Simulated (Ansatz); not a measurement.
Geometry relaxation of Ta2N (part 1 of 2)

The run: geometry relaxation of Ta2N (9 atoms in the cell). Method and program: DFT LDA, scalar-relativistic, plane waves, PAW, no spin polarisation (Ansatz 0.2.0).

The structure derives from a Materials Project entry. It belongs to a series of runs on one base structure; here: cell and atoms relaxed tightly for response. Figures and captions count atoms from 1; the log counts them from 0 in places.

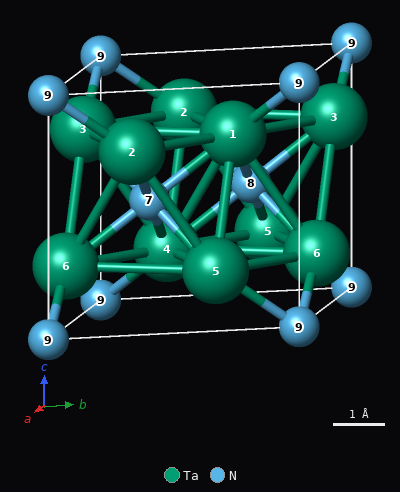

**Figure 1.** The input geometry (ball-and-stick view of the cell of the calculation, seen slightly off an axis; atoms are numbered from 1 in the order of the input). An atom can appear more than once, as a periodic image. Near neighbours in the periodic cell (some may lie outside the picture): Ta has 3 N at 2.12 to 2.14 Å and 12 Ta at 2.98 to 3.02 Å; N has 6 Ta at 2.12 to 2.14 Å.

Key numbers:

| quantity | value |
| --- | --- |
| outcome | converged |
| space group (tolerance 0.01 Å) | P-31m (162) |
| electrons treated | 93 |
| free energy | −59227.2443 eV |
| Fermi energy | 20.280 eV |
| gap on the k-point mesh | none (metallic) |
| pressure | 0.00 GPa |
| final volume | 115.69 Å³ |
| largest force (length of the vector) at the end | 0.001 eV/Å |
| final cell | a = 5.229 Å, b = 5.229 Å, c = 4.886 Å, α = 90.00°, β = 90.00°, γ = 120.00° |
| hardware | 2 threads of Intel Xeon (Sapphire Rapids), 192 GiB of memory available, shared host |
| wall time | 2 min (CPU time 3.8 min) |
| peak memory | 0.86 GiB |

Remarks:

Results for this metal are sensitive to the k-point mesh. Spin–orbit coupling is left out, which matters for Ta. The cell holds an odd number of electrons but the run has no spin polarisation, so a band is left half filled.

Input file:
```yaml
crystal:
  lattice:
    - [5.2286385705, 0.0, 0.0]
    - [-2.6143192852, 4.5281338293, 0.0]
    - [0.0, 0.0, 4.8837120477]
  atoms:
    - { symbol: Ta, position: [0.6667781643, 0.6667781643, 0.7527187115] }
    - { symbol: Ta, position: [0.0, 0.3332218357, 0.7527187115] }
    - { symbol: Ta, position: [0.3332218357, 0.0, 0.7527187115] }
    - { symbol: Ta, position: [0.3332218357, 0.3332218357, 0.2472812885] }
    - { symbol: Ta, position: [0.0, 0.6667781643, 0.2472812885] }
    - { symbol: Ta, position: [0.6667781643, 0.0, 0.2472812885] }
    - { symbol: "N", position: [0.6666666667, 0.3333333333, 0.5] }
    - { symbol: "N", position: [0.3333333333, 0.6666666667, 0.5] }
    - { symbol: "N", position: [0.0, 0.0, 0.0] }
basis:
  ecutwfc: 420
kpoints:
  mp_grid: { grid: [12, 12, 8] }
hamiltonian:
  xc: lda
scf:
  occupations: { method: fermi_dirac, width: 0.15 }
output:
  forces: true
  stress: true
  eigenvalues: true
relax:
  adjacent_minimum: "off"
  f_tol: 0.001
  max_steps: 60
  cell: { stress_tol: 0.01 }
```

Launched with:
```bash
ansatz run input.yaml --threads 2 --pin off --max-ram 6144MiB --backend cpu --events-out ev --progress --plain --runs-dir out
```

Output:
```
band count auto-derived: 57 (N_el = 93.0; filled up to band 47; 56 by the electrons, moments and atoms)
Engine: ansatz 0.2.0, x86_64-unknown-linux-gnu
Pseudopotentials: kind: paw
Pseudopotential: Ta, paw, valence charge 13, recommended cutoff 420 eV (normal), Ta.paw.azcp
Pseudopotential: N, paw, valence charge 5, recommended cutoff 420 eV (normal), N.paw.azcp
Functional definition: SPW92
  exchange = slater_x
  correlation = pw_c
Crystal: 9 atoms, lattice volume = 115.627 Å³
Basis set: ecut = 420 eV, 2255 PW (Γ)
Bands: 57, of which v1, the nominal top of the filled ones, is band 47 counted from 1 (46 counted from 0)
Symmetry: 12 space group operations
Space group: P-31m (ITA 162), of the structure as read, at distance tolerance 4.9e-5 Å
k-points: 131 of 1152
Non-local potential: Ta, projectors of the file, l = 0: 3, l = 1: 2, l = 2: 2, l = 3: 1
Non-local potential: N, projectors of the file, l = 0: 2, l = 1: 2, l = 2: 1
PAW form: soft (Blöchl's): semilocal exchange-correlation on the pseudo side does not see the compensation charge
PAW frozen core: Ta, regenerated for the run's functional, and the local potential with it (the file was generated under x = pbe(κ = 0.804, μ = 0.2195149727645171), c = pbe(β = 0.06672455060314922))
PAW frozen core: N, regenerated for the run's functional, and the local potential with it (the file was generated under x = pbe(κ = 0.804, μ = 0.2195149727645171), c = pbe(β = 0.06672455060314922))
PAW one-centre angular grid: Ta, 590 points (default); XC on 64 Gauss nodes
PAW one-centre angular grid: N, 110 points (default); XC on 64 Gauss nodes
Initial density: superposition of atomic densities (neutral atoms: chi_scale 0, normalization atom), corrected by the library's trained network
Initial wavefunctions: pseudopotential atomic-orbital guess
Functional: x = slater, c = lda
SCF iter   1: F=—  HF=-59227.271404 eV  |F-HF|=—  |Δ(HF+E_count)|=         —  Δρ=9.68e-3  dr2=1.03e-1  ethr=1.77e-3  ⟨swp⟩=5.9  Hψ=28830  notcnv=0
preconditioner: auto → Kerker (q_TF=auto, 2.631 Å⁻¹)  [metal: Δε(μ)=0.009 eV  Ē_g=8.197 eV  σ=0.150 eV  W_gap=0.02  n_scr=28 (ndim 8)  ℏωp=23.2 eV  f_vac=0.000  D(μ)=3.22/eV (n_scr^D=20)]
SCF iter   2: F=—  HF=-59227.252092 eV  |F-HF|=—  |Δ(HF+E_count)|=   1.93e-2  Δρ=5.07e-3  dr2=2.95e-2  ethr=1.11e-4  ⟨swp⟩=2.1  Hψ=10289  notcnv=0
SCF iter   3: F=—  HF=-59227.245790 eV  |F-HF|=—  |Δ(HF+E_count)|=   6.30e-3  Δρ=2.01e-3  dr2=5.78e-3  ethr=3.17e-5  ⟨swp⟩=2.0  Hψ=8680  notcnv=0
SCF iter   4: F=—  HF=-59227.244174 eV  |F-HF|=—  |Δ(HF+E_count)|=   1.62e-3  Δρ=3.79e-4  dr2=2.16e-4  ethr=6.22e-6  ⟨swp⟩=2.0  Hψ=10330  notcnv=0
SCF iter   5: F=—  HF=-59227.244123 eV  |F-HF|=—  |Δ(HF+E_count)|=   5.02e-5  Δρ=1.19e-4  dr2=1.41e-5  ethr=2.32e-7  ⟨swp⟩=2.0  Hψ=10452  notcnv=0
SCF iter   6: F=—  HF=-59227.244121 eV  |F-HF|=—  |Δ(HF+E_count)|=   2.84e-6  Δρ=3.56e-5  dr2=1.33e-6  ethr=1.51e-8  ⟨swp⟩=2.0  Hψ=10617  notcnv=0
SCF iter   7: F=-59227.244120 eV  HF=-59227.244120 eV  |F-HF|=3.35e-8  |Δ(HF+E_count)|=   3.43e-7  Δρ=7.15e-6  dr2=6.36e-8  ethr=1.08e-10  ⟨swp⟩=5.8  Hψ=33599  notcnv=0
SCF 1 converged in 7 iterations: F = -59227.244120 eV  dr2 = 6.36e-8
  greatest PAW one-centre occupation: 1.000 electrons in one spin orbital (limit 2), on the Ta atom at site 5 (counted from 0), in its partial waves of l = 0
relax step   1: F+E_penalty+E_count = -59227.24412025 eV  Δ(F+E_penalty+E_count) = +0.000e0 eV  max|allowed force component| = 2.332e-2 eV/Å  Δτ_max = 0.0000 Å  P = +0.169 GPa  Ω = 115.627 Å³  (7 SCF iters, dr2 threshold 1.00e-7 eV, accepted)
Crystal: 9 atoms, lattice volume = 115.807 Å³
Initial density: handed on by an earlier stage of this run
Initial wavefunctions: those handed on with the density
iter 1 solved again at ethr=2.24e-6 eV; its pass at ethr=3.10e-3 eV (dr2=2.08e-3 eV) is discarded
SCF iter   1: F=—  HF=-59227.243767 eV  |F-HF|=—  |Δ(HF+E_count)|=         —  Δρ=7.03e-4  dr2=2.00e-3  ethr=2.24e-6  ⟨swp⟩=3.0  Hψ=33554  notcnv=0
preconditioner: auto → Kerker (q_TF=auto, 2.630 Å⁻¹)  [metal: Δε(μ)=0.009 eV  Ē_g=8.232 eV  σ=0.150 eV  W_gap=0.02  n_scr=28 (ndim 8)  ℏωp=23.1 eV  f_vac=0.000  D(μ)=3.24/eV (n_scr^D=20)]
SCF iter   2: F=—  HF=-59227.243475 eV  |F-HF|=—  |Δ(HF+E_count)|=   2.91e-4  Δρ=4.32e-4  dr2=7.88e-4  ethr=2.15e-6  ⟨swp⟩=1.1  Hψ=7487  notcnv=0
SCF iter   3: F=—  HF=-59227.243247 eV  |F-HF|=—  |Δ(HF+E_count)|=   2.29e-4  Δρ=1.20e-4  dr2=3.91e-5  ethr=8.48e-7  ⟨swp⟩=2.0  Hψ=8934  notcnv=0
SCF iter   4: F=—  HF=-59227.243240 eV  |F-HF|=—  |Δ(HF+E_count)|=   7.05e-6  Δρ=4.66e-5  dr2=5.53e-6  ethr=4.20e-8  ⟨swp⟩=2.0  Hψ=10423  notcnv=0
SCF iter   5: F=—  HF=-59227.243239 eV  |F-HF|=—  |Δ(HF+E_count)|=   7.16e-7  Δρ=2.70e-5  dr2=2.99e-6  ethr=5.94e-9  ⟨swp⟩=2.0  Hψ=11315  notcnv=0
SCF iter   6: F=—  HF=-59227.243238 eV  |F-HF|=—  |Δ(HF+E_count)|=   6.84e-7  Δρ=1.03e-5  dr2=4.12e-7  ethr=3.21e-9  ⟨swp⟩=2.0  Hψ=8854  notcnv=0
SCF iter   7: F=-59227.243238 eV  HF=-59227.243238 eV  |F-HF|=9.46e-9  |Δ(HF+E_count)|=   1.04e-7  Δρ=1.86e-6  dr2=1.16e-8  ethr=1.88e-10  ⟨swp⟩=6.1  Hψ=26244  notcnv=0
SCF 2 converged in 7 iterations: F = -59227.243238 eV  dr2 = 1.16e-8
relax step   2: F+E_penalty+E_count = -59227.24323824 eV  Δ(F+E_penalty+E_count) = +8.820e-4 eV  max|allowed force component| = 4.732e-2 eV/Å  Δτ_max = 0.0040 Å  P = -0.278 GPa  Ω = 115.807 Å³  energy of the carried Pulay correction = -3.990e-4 eV  (7 SCF iters, dr2 threshold 1.74e-7 eV, rejected (line search))
Crystal: 9 atoms, lattice volume = 115.692 Å³
iter 1 solved again at ethr=1.08e-6 eV; its pass at ethr=3.10e-3 eV (dr2=1.00e-3 eV) is discarded
SCF iter   1: F=—  HF=-59227.244378 eV  |F-HF|=—  |Δ(HF+E_count)|=         —  Δρ=4.90e-4  dr2=9.74e-4  ethr=1.08e-6  ⟨swp⟩=3.0  Hψ=33533  notcnv=0
preconditioner: auto → Kerker (q_TF=auto, 2.631 Å⁻¹)  [metal: Δε(μ)=0.016 eV  Ē_g=8.234 eV  σ=0.150 eV  W_gap=0.03  n_scr=28 (ndim 8)  ℏωp=23.2 eV  f_vac=0.000  D(μ)=3.21/eV (n_scr^D=20)]
SCF iter   2: F=—  HF=-59227.244237 eV  |F-HF|=—  |Δ(HF+E_count)|=   1.41e-4  Δρ=2.98e-4  dr2=3.77e-4  ethr=1.05e-6  ⟨swp⟩=1.1  Hψ=7478  notcnv=0
SCF iter   3: F=—  HF=-59227.244132 eV  |F-HF|=—  |Δ(HF+E_count)|=   1.06e-4  Δρ=1.18e-4  dr2=3.08e-5  ethr=4.05e-7  ⟨swp⟩=2.0  Hψ=8931  notcnv=0
SCF iter   4: F=—  HF=-59227.244124 eV  |F-HF|=—  |Δ(HF+E_count)|=   7.51e-6  Δρ=3.32e-5  dr2=2.85e-6  ethr=3.31e-8  ⟨swp⟩=2.0  Hψ=10424  notcnv=0
SCF iter   5: F=—  HF=-59227.244124 eV  |F-HF|=—  |Δ(HF+E_count)|=   3.78e-7  Δρ=1.96e-5  dr2=1.60e-6  ethr=3.06e-9  ⟨swp⟩=2.0  Hψ=11282  notcnv=0
SCF iter   6: F=—  HF=-59227.244124 eV  |F-HF|=—  |Δ(HF+E_count)|=   3.64e-7  Δρ=7.50e-6  dr2=2.24e-7  ethr=1.72e-9  ⟨swp⟩=2.0  Hψ=8852  notcnv=0
SCF iter   7: F=—  HF=-59227.244124 eV  |F-HF|=—  |Δ(HF+E_count)|=   5.60e-8  Δρ=1.83e-6  dr2=7.68e-9  ethr=2.41e-10  ⟨swp⟩=2.2  Hψ=10962  notcnv=0
SCF iter   8: F=—  HF=-59227.244124 eV  |F-HF|=—  |Δ(HF+E_count)|=   1.73e-9  Δρ=2.49e-7  dr2=5.67e-11  ethr=8.25e-12  ⟨swp⟩=2.0  Hψ=10778  notcnv=0
SCF iter   9: F=—  HF=-59227.244124 eV  |F-HF|=—  |Δ(HF+E_count)|=  7.28e-12  Δρ=6.20e-8  dr2=7.50e-12  ethr=1.00e-12  ⟨swp⟩=1.0  Hψ=7467  notcnv=0
SCF iter  10: F=-59227.244124 eV  HF=-59227.244124 eV  |F-HF|=7.28e-12  |Δ(HF+E_count)|=    0.00e0  Δρ=1.28e-8  dr2=4.95e-13  ethr=1.00e-12  ⟨swp⟩=5.4  Hψ=29506  notcnv=0
SCF 3 converged in 10 iterations: F = -59227.244124 eV  dr2 = 4.95e-13
relax step   3: F+E_penalty+E_count = -59227.24412401 eV  Δ(F+E_penalty+E_count) = -3.755e-6 eV  max|allowed force component| = 2.606e-3 eV/Å  Δτ_max = 0.0013 Å  P = +0.003 GPa  Ω = 115.692 Å³  energy of the carried Pulay correction = -1.440e-4 eV  (10 SCF iters, accepted)
Crystal: 9 atoms, lattice volume = 115.693 Å³
iter 1 solved again at ethr=6.43e-10 eV; its pass at ethr=3.10e-3 eV (dr2=5.98e-7 eV) is discarded
SCF iter   1: F=—  HF=-59227.244123 eV  |F-HF|=—  |Δ(HF+E_count)|=         —  Δρ=1.78e-5  dr2=7.20e-7  ethr=6.43e-10  ⟨swp⟩=2.1  Hψ=33214  notcnv=0
preconditioner: auto → Kerker (q_TF=auto, 2.631 Å⁻¹)  [metal: Δε(μ)=0.015 eV  Ē_g=8.235 eV  σ=0.150 eV  W_gap=0.03  n_scr=28 (ndim 8)  ℏωp=23.2 eV  f_vac=0.000  D(μ)=3.22/eV (n_scr^D=20)]
SCF iter   2: F=—  HF=-59227.244123 eV  |F-HF|=—  |Δ(HF+E_count)|=   1.13e-7  Δρ=5.82e-6  dr2=1.14e-7  ethr=6.43e-10  ⟨swp⟩=2.0  Hψ=10104  notcnv=0
SCF iter   3: F=—  HF=-59227.244123 eV  |F-HF|=—  |Δ(HF+E_count)|=   2.28e-8  Δρ=2.76e-6  dr2=3.13e-8  ethr=1.23e-10  ⟨swp⟩=2.2  Hψ=8915  notcnv=0
SCF iter   4: F=—  HF=-59227.244123 eV  |F-HF|=—  |Δ(HF+E_count)|=   9.50e-9  Δρ=6.94e-7  dr2=4.61e-10  ethr=3.37e-11  ⟨swp⟩=2.0  Hψ=9961  notcnv=0
SCF iter   5: F=-59227.244123 eV  HF=-59227.244123 eV  |F-HF|=1.09e-10  |Δ(HF+E_count)|=  1.53e-10  Δρ=3.58e-7  dr2=1.34e-10  ethr=1.00e-12  ⟨swp⟩=4.2  Hψ=23532  notcnv=0
SCF 4 converged in 5 iterations: F = -59227.244123 eV  dr2 = 1.34e-10
relax step   4: F+E_penalty+E_count = -59227.24412304 eV  Δ(F+E_penalty+E_count) = +9.690e-7 eV  max|allowed force component| = 5.418e-4 eV/Å  Δτ_max = 0.0001 Å  P = +0.000 GPa  Ω = 115.693 Å³  energy of the carried Pulay correction = -1.458e-4 eV  (5 SCF iters, dr2 threshold 4.24e-10 eV, accepted)
Initial wavefunctions: pseudopotential atomic-orbital guess (no wavefunctions were taken with the density)
iter 1 solved again at ethr=3.90e-8 eV; its pass at ethr=3.10e-3 eV (dr2=3.62e-5 eV) is discarded
SCF iter   1: F=—  HF=-59227.244268 eV  |F-HF|=—  |Δ(HF+E_count)|=         —  Δρ=9.92e-5  dr2=2.36e-7  ethr=3.90e-8  ⟨swp⟩=4.1  Hψ=51410  notcnv=0
SCF iter   2: F=—  HF=-59227.244271 eV  |F-HF|=—  |Δ(HF+E_count)|=   2.95e-6  Δρ=5.04e-5  dr2=6.10e-8  ethr=2.54e-10  ⟨swp⟩=2.0  Hψ=11535  notcnv=0
SCF iter   3: F=—  HF=-59227.244272 eV  |F-HF|=—  |Δ(HF+E_count)|=   1.28e-6  Δρ=1.52e-6  dr2=2.11e-9  ethr=6.56e-11  ⟨swp⟩=1.0  Hψ=7470  notcnv=0
SCF iter   4: F=—  HF=-59227.244272 eV  |F-HF|=—  |Δ(HF+E_count)|=  4.07e-10  Δρ=1.70e-7  dr2=2.27e-11  ethr=2.27e-12  ⟨swp⟩=2.0  Hψ=10375  notcnv=0
SCF iter   5: F=-59227.244272 eV  HF=-59227.244272 eV  |F-HF|=4.37e-11  |Δ(HF+E_count)|=    0.00e0  Δρ=3.51e-8  dr2=7.12e-13  ethr=1.00e-12  ⟨swp⟩=8.8  Hψ=33163  notcnv=0
SCF 5 converged in 5 iterations: F = -59227.244272 eV  dr2 = 7.12e-13
  greatest PAW one-centre occupation: 1.000 electrons in one spin orbital (limit 2), on the Ta atom at site 4 (counted from 0), in its partial waves of l = 0
relax step   5: F+E_penalty+E_count = -59227.24427236 eV  Δ(F+E_penalty+E_count) = -1.493e-4 eV  max|allowed force component| = 5.405e-4 eV/Å  Δτ_max = 0.0000 Å  P = +0.002 GPa  Ω = 115.693 Å³  stress off target by 3.56e-3 GPa  SCF on the basis re-selected at this cell (its energy is not comparable with the rows above)  (5 SCF iters)
```

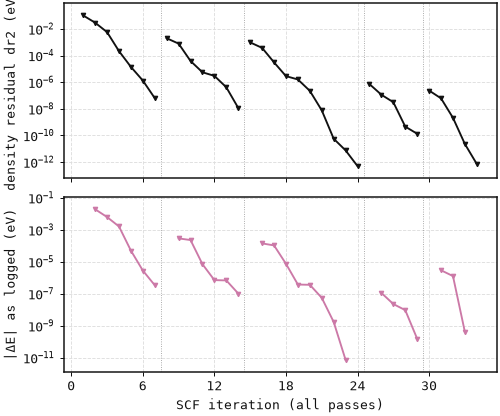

**Figure 2.** Convergence of the self-consistent field: density residual dr2 and size of the energy change against the SCF iteration. The dotted lines part the SCF passes of the relaxation: geometry steps, rejected trials and re-solves on a re-selected basis. The 5 passes take 5 to 10 iterations each, 34 in all.

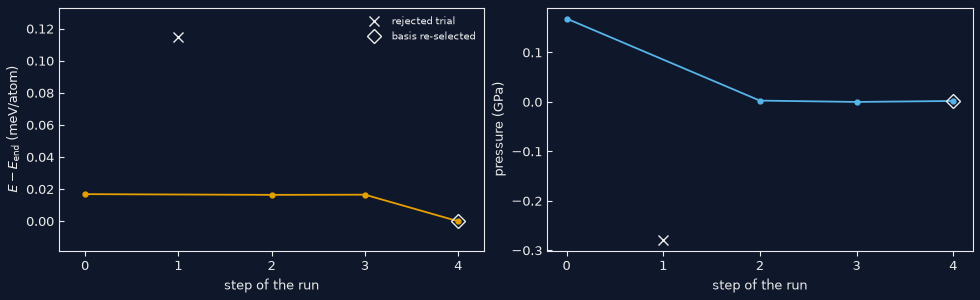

**Figure 3.** Progress of the relaxation, step by step (the first geometry is step 0 here and step 1 in the log). No atom moves by more than 0.005 Å relative to the cell. Cell: a = b stay at 5.229 Å, c 4.884 → 4.886 Å (0.0 %). Volume +0.1 %. The space group stays P-31m (No. 162). The energy falls by next to nothing (0.0 meV per atom) in 3 geometry steps. Largest force component: 0.023 eV/Å at the start, 0.00054 eV/Å at the end. The pressure goes from 0.17 to 0.00 GPa. The line search rejected the trial step at point 1 (counted from 0) and went back. A last SCF at the same geometry on a re-selected plane-wave basis shifts the energy by next to nothing (0.0 meV per atom).
